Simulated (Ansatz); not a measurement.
**TaN: a changed input and its effect**

System: TaN (P6₃/mmc, 4 atoms in the cell).
Method of run 1: DFT, PBE, plane waves, PAW, Ueff = 8 eV on Ta d, no spin polarisation (Ansatz 0.2.0).

The structure derives from an entry of the Crystallography Open Database. Text and figures count atoms from 1; the logs count them from 0 in places.

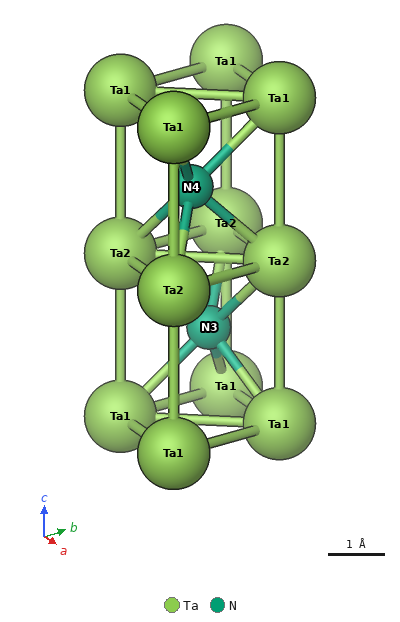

Fig. 1: The structure as given in the input (ball-and-stick view of the cell of the calculation, seen slightly off an axis; atoms are numbered from 1 in the order of the input). Near neighbours in the crystal (not all of them lie inside the picture): Ta has 6 N at 2.25 Å and 8 Ta at 2.90 to 3.02 Å; N has 6 Ta at 2.25 Å.

Input file, run 1:
```yaml
crystal:
  lattice:
    - [2.9025157849, 0.0, 0.0]
    - [-1.4512578924, 2.5136524046, 0.0]
    - [0.0, 0.0, 6.0331424205]
  atoms:
    - { symbol: Ta, position: [0.0, 0.0, 0.0] }
    - { symbol: Ta, position: [0.0, 0.0, 0.5] }
    - { symbol: "N", position: [0.3333333333, 0.6666666667, 0.25] }
    - { symbol: "N", position: [0.6666666667, 0.3333333333, 0.75] }
basis:
  ecutwfc: 420
kpoints:
  mp_grid: { grid: [24, 24, 10] }
hamiltonian:
  xc: pbe
  hubbard: { sites: [{ species: Ta, l: d, u_eff: 8.0 }], double_counting: fll }
scf:
  occupations: { method: gaussian, width: 0.1 }
  mixing: { preconditioner: resta }
output:
  forces: true
  eigenvalues: true
  stress: true
relax:
  adjacent_minimum: "off"
  f_tol: 0.008
  max_steps: 40
  cell: { stress_tol: 0.015, fix: [c, angles] }
```

Command:
```bash
ansatz run input.yaml --threads 1 --pin off --max-ram 2560MiB --backend cpu --events-out ev --progress --plain --runs-dir out
```

Hardware: 1 thread of Intel Xeon (Emerald Rapids), 32 GiB of memory available, shared host.

Output, shortened to warnings, some set-up lines, iterations and results (run 1):
```
Warning: crystal.symmetry: narrowed to the stabiliser of the fixed cell quantities (relax.cell.fix) — unitary ops 24 → 8. The narrowing is safe, since a smaller group never makes results wrong: the run goes on under it, on as many k-points as the starting group would need, or more. Excluded: 16 operations that would move a fixed cell quantity at a test strain (relax.cell.fix fixes c, alpha, beta, …
Basis set: ecut = 420 eV, 861 PW (Γ), exchange–correlation on 40×40×90 points (8 copies of the dense FFT grid, shifted against one another)
Symmetry: 8 space group operations
k-points: 942 of 5760
Initial density: superposition of atomic densities (chi_scale 0.1, normalization cell, long waves of neutral atoms under a Hubbard term (reshape's long-wave potential 0.00 eV rms, cloud 2.41 Å wide))
[...]
SCF iter   1: F=—  HF=-20617.693721 eV  |F-HF|=—  |Δ(HF+E_count)|=         —  Δρ=7.20e-2  dr2=2.54e0  ethr=3.10e-3  ⟨swp⟩=5.2  Hψ=92141  notcnv=0
SCF iter   2: F=—  HF=-20617.941085 eV  |F-HF|=—  |Δ(HF+E_count)|=   2.47e-1  Δρ=6.69e-2  dr2=1.82e0  ethr=3.10e-3  ⟨swp⟩=3.0  Hψ=44786  notcnv=0
SCF iter   3: F=—  HF=-20617.693563 eV  |F-HF|=—  |Δ(HF+E_count)|=   2.48e-1  Δρ=1.78e-2  dr2=6.23e-2  ethr=3.10e-3  ⟨swp⟩=2.1  Hψ=39426  notcnv=0  defer=3
SCF iter   4: F=—  HF=-20617.865662 eV  |F-HF|=—  |Δ(HF+E_count)|=   1.72e-1  Δρ=3.13e-3  dr2=3.54e-3  ethr=1.73e-4  ⟨swp⟩=2.5  Hψ=37399  notcnv=0  defer=3
SCF iter   5: F=—  HF=-20617.873801 eV  |F-HF|=—  |Δ(HF+E_count)|=   8.14e-3  Δρ=1.28e-3  dr2=2.75e-4  ethr=9.84e-6  ⟨swp⟩=2.5  Hψ=41626  notcnv=0  defer=2
[... 57 lines ...]
SCF iter   8: F=—  HF=-20617.902285 eV  |F-HF|=—  |Δ(HF+E_count)|=  1.82e-11  Δρ=1.30e-7  dr2=2.64e-12  ethr=1.00e-12  ⟨swp⟩=4.6  Hψ=88202  notcnv=0
SCF iter   9: F=—  HF=-20617.902285 eV  |F-HF|=—  |Δ(HF+E_count)|=  2.55e-11  Δρ=1.04e-7  dr2=1.81e-12  ethr=1.00e-12  ⟨swp⟩=5.5  Hψ=83132  notcnv=0
SCF iter  10: F=-20617.902285 eV  HF=-20617.902285 eV  |F-HF|=3.64e-12  |Δ(HF+E_count)|=  4.37e-11  Δρ=2.79e-8  dr2=2.48e-13  ethr=1.00e-12  ⟨swp⟩=6.0  Hψ=89091  notcnv=0
SCF 7 converged in 10 iterations: F = -20617.902285 eV  dr2 = 2.48e-13
relax step   7: F+E_penalty+E_count = -20617.90228456 eV  Δ(F+E_penalty+E_count) = -4.970e-5 eV  max|allowed force component| = 4.357e-7 eV/Å  Δτ_max = 0.0000 Å  P = -2.270 …
basis re-selected at this cell: Δ(F+E_penalty+E_count) = -4.970e-5 eV, ΔP = +0.001 GPa vs the last step (what re-selecting the basis moved, of the pressure what is left beyond the Pulay correction that the steps carried, after the strain that the cell walked since its last selection, with what the …
SCF converged after 10 iterations
Free energy (F): -20617.902285 eV
Harris-Foulkes:  -20617.902285 eV  (|F-HF|=3.64e-12)
Internal energy: -20617.898306 eV  (E = F + TS)
E sigma→0 (E₀):  -20617.900295 eV
Entropy (-TS):   -0.003978 eV (-0.995 meV/atom)
Fermi energy:    19.695349 eV
--- Per-component energies (eV) ---
  E_band       = -129.331325
  E_kinetic    = 993.648555
  E_local      = -1255.195801  (includes V_loc(G=0)·N_el)
  E_nonlocal   = 118.562816
  E_hartree    = 416.670896
  E_xc         = -558.475185
  E_vxc        = -562.842000  (∫ρ·V_xc dr)
  E_hubbard    = 17.919821  (on-site DFT+U / exact-exchange correction)
  E_vhub       = 6.856067  (the Hubbard potential's part of the band-sum identity)
  E_paw        = -17047.188690  (= ΣΔE_a)
  E_vpaw       = -263.703200  (= ΣTr[D̂ρ^β])
  E_aug_tail   = 0.000436  (compensation charges beyond the density's cutoff)
  E_ewald      = -3303.841155
  E_smearing   = -0.003978  (= −TS)
  E_closure    = -0.000000  (closes the sum)
  Σ components = -20617.902285   (vs F -20617.902285, Δ=0.00e0)
--- Forces (eV/Å), atoms counted from 1 ---
  atom   1  Ta    -0.00000000     0.00000000     0.00000000
  atom   2  Ta     0.00000000    -0.00000000     0.00000000
  atom   3  N      0.00000044    -0.00000025    -0.00000000
  atom   4  N     -0.00000044     0.00000025     0.00000000
  max |Σ_I F_I| component: 5.55e-17 eV/Å
--- Stress (GPa, compression-positive) ---
        0.003483       0.000027       0.000000
        0.000027       0.003514       0.000000
        0.000000       0.000000      -6.816770
  P = ⅓ Tr σ = -2.2699 GPa (-22.699 kbar)
Occupation matrices written to [file]
--- Relaxed structure (5 steps of the walk, 4 accepted, 2 SCFs on fresh bases) ---
  F+E_penalty+E_count = -20617.90228456 eV   max|allowed force component| = 4.357e-7 eV/Å   (the final SCF, on the basis selected at the relaxed cell)
  cell:  # Å, volume = 45.0434 Å³
    - [2.936152676211087, -2.920203491514319e-11, 0.0]
    - [-1.468076338080254, 2.5427828070030682, 0.0]
    - [0.0, 0.0, 6.0331424205]
[...]
```

The input of run 2 differs as follows (lines with − go, lines with + come):
```diff
-  hubbard: { sites: [{ species: Ta, l: d, u_eff: 8.0 }], double_counting: fll }
-  mixing: { preconditioner: resta }
```

What does this change do to the results?

The total energies belong to different models, so their difference says nothing on which is more stable or more accurate. The pressure goes from −2.27 to −4.84 GPa. The volume per atom goes from 11.26 to 11.05 Å³. The SCF takes 25 iterations over all geometry steps against 53. On the same kind of shared host run 2 took about 0.28 times as long. The two runs start from different initial densities, which also moves the count.

Output, shortened to warnings, some set-up lines, iterations and results (run 2):
```
Warning: crystal.symmetry: narrowed to the stabiliser of the fixed cell quantities (relax.cell.fix) — unitary ops 24 → 8. The narrowing is safe, since a smaller group never makes results wrong: the run goes on under it, on as many k-points as the starting group would need, or more. Excluded: 16 operations that would move a fixed cell quantity at a test strain (relax.cell.fix fixes c, alpha, beta, …
Basis set: ecut = 420 eV, 861 PW (Γ), exchange–correlation on 40×40×90 points (8 copies of the dense FFT grid, shifted against one another)
Symmetry: 8 space group operations
k-points: 942 of 5760
Initial density: superposition of atomic densities (neutral atoms: chi_scale 0, normalization atom), corrected by the library's trained network
[...]
SCF iter   1: F=—  HF=-20636.160781 eV  |F-HF|=—  |Δ(HF+E_count)|=         —  Δρ=7.22e-3  dr2=2.01e-2  ethr=1.77e-3  ⟨swp⟩=5.1  Hψ=92468  notcnv=0
SCF iter   2: F=—  HF=-20636.157185 eV  |F-HF|=—  |Δ(HF+E_count)|=   3.60e-3  Δρ=4.39e-3  dr2=8.16e-3  ethr=5.57e-5  ⟨swp⟩=1.0  Hψ=28281  notcnv=0
SCF iter   3: F=—  HF=-20636.154787 eV  |F-HF|=—  |Δ(HF+E_count)|=   2.40e-3  Δρ=5.77e-4  dr2=1.17e-4  ethr=2.27e-5  ⟨swp⟩=2.3  Hψ=31209  notcnv=0
SCF iter   4: F=—  HF=-20636.154779 eV  |F-HF|=—  |Δ(HF+E_count)|=   7.57e-6  Δρ=2.13e-4  dr2=1.90e-5  ethr=3.24e-7  ⟨swp⟩=2.3  Hψ=33100  notcnv=0
SCF iter   5: F=—  HF=-20636.154780 eV  |F-HF|=—  |Δ(HF+E_count)|=   9.67e-7  Δρ=9.25e-5  dr2=3.41e-6  ethr=5.28e-8  ⟨swp⟩=2.0  Hψ=29951  notcnv=0
[... 23 lines ...]
SCF iter   3: F=—  HF=-20636.155607 eV  |F-HF|=—  |Δ(HF+E_count)|=   2.18e-8  Δρ=4.35e-6  dr2=9.85e-10  ethr=2.35e-11  ⟨swp⟩=2.1  Hψ=26936  notcnv=0
SCF iter   4: F=—  HF=-20636.155607 eV  |F-HF|=—  |Δ(HF+E_count)|=   3.54e-9  Δρ=1.86e-7  dr2=6.27e-12  ethr=2.74e-12  ⟨swp⟩=2.0  Hψ=29737  notcnv=0
SCF iter   5: F=-20636.155607 eV  HF=-20636.155607 eV  |F-HF|=1.09e-11  |Δ(HF+E_count)|=  1.09e-11  Δρ=2.62e-8  dr2=2.09e-13  ethr=1.00e-12  ⟨swp⟩=5.1  Hψ=85266  notcnv=0
SCF 4 converged in 5 iterations: F = -20636.155607 eV  dr2 = 2.09e-13
relax step   4: F+E_penalty+E_count = -20636.15560728 eV  Δ(F+E_penalty+E_count) = -4.926e-4 eV  max|allowed force component| = 5.991e-9 eV/Å  Δτ_max = 0.0000 Å  P = -4.843 …
basis re-selected at this cell: Δ(F+E_penalty+E_count) = -4.926e-4 eV, ΔP = +0.017 GPa vs the last step (what re-selecting the basis moved, of the pressure what is left beyond the Pulay correction that the steps carried, after the strain that the cell walked since its last selection, with what the …
SCF converged after 5 iterations
Free energy (F): -20636.155607 eV
Harris-Foulkes:  -20636.155607 eV  (|F-HF|=1.09e-11)
Internal energy: -20636.150531 eV  (E = F + TS)
E sigma→0 (E₀):  -20636.153069 eV
Entropy (-TS):   -0.005077 eV (-1.269 meV/atom)
Fermi energy:    19.632208 eV
--- Per-component energies (eV) ---
  E_band       = -120.275290
  E_kinetic    = 995.637912
  E_local      = -1230.820249  (includes V_loc(G=0)·N_el)
  E_nonlocal   = 119.595054
  E_hartree    = 411.688951
  E_xc         = -558.843639
  E_vxc        = -563.374237  (∫ρ·V_xc dr)
  E_paw        = -17047.937485  (= ΣΔE_a)
  E_vpaw       = -264.692106  (= ΣTr[D̂ρ^β])
  E_aug_tail   = 0.000428  (compensation charges beyond the density's cutoff)
  E_ewald      = -3325.471502
  E_smearing   = -0.005077  (= −TS)
  E_closure    = -0.000000  (closes the sum)
  Σ components = -20636.155607   (vs F -20636.155607, Δ=0.00e0)
--- Forces (eV/Å), atoms counted from 1 ---
  atom   1  Ta    -0.00000000     0.00000000     0.00000000
  atom   2  Ta    -0.00000000    -0.00000000     0.00000000
  atom   3  N     -0.00000001     0.00000000     0.00000000
  atom   4  N      0.00000001    -0.00000000    -0.00000000
  max |Σ_I F_I| component: 0.00e0 eV/Å
--- Stress (GPa, compression-positive) ---
        0.008558       0.000000      -0.000000
        0.000000       0.008558       0.000000
       -0.000000       0.000000     -14.545386
  P = ⅓ Tr σ = -4.8428 GPa (-48.428 kbar)
--- Relaxed structure (3 steps of the walk, 2 accepted, 1 SCFs on fresh bases) ---
  F+E_penalty+E_count = -20636.15560728 eV   max|allowed force component| = 5.991e-9 eV/Å   (the final SCF, on the basis selected at the relaxed cell)
  cell:  # Å, volume = 44.1872 Å³
    - [2.908112042710194, -2.8923152261984436e-11, 0.0]
    - [-1.4540560213300489, 2.518498906052946, 0.0]
    - [0.0, 0.0, 6.0331424205]
  atoms:
    - { symbol: Ta, position: [1.4271360917041191e-43, 2.854272183457408e-43, 0.0] }
    - { symbol: Ta, position: [-1.4271360917041191e-43, -2.854272183457408e-43, 0.5] }
[...]
```

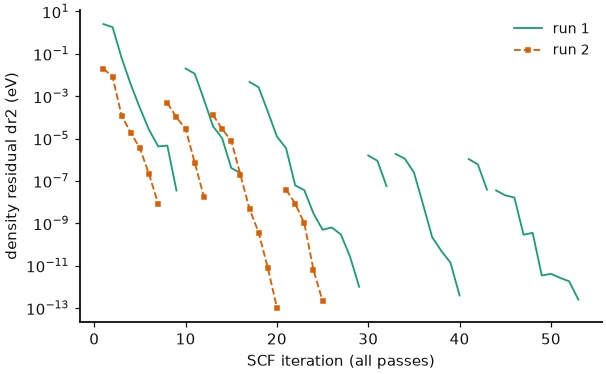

Fig. 2: Convergence of the two runs: density residual dr2 against the SCF iteration. A break in a curve parts two SCF passes. Run 1 takes 53 iterations in all, and run 2 takes 25.

The two runs side by side:

```csv
quantity,run 1,run 2
outcome,converged,converged
free energy per atom (eV),−5154.4756,−5159.0389
"energy per atom, smearing taken to zero (eV)",−5154.4751,−5159.0383
gap on the mesh (eV),0.00,0.00
pressure (GPa),−2.27,−4.84
volume per atom (Å³),11.26,11.05
largest force (eV/Å),0.000,0.000
SCF iterations,53,25
irreducible k-points,942,942
wall time (shared host),6.2 min,1.7 min
```

For both runs: Spin–orbit coupling is left out, which matters for Ta.
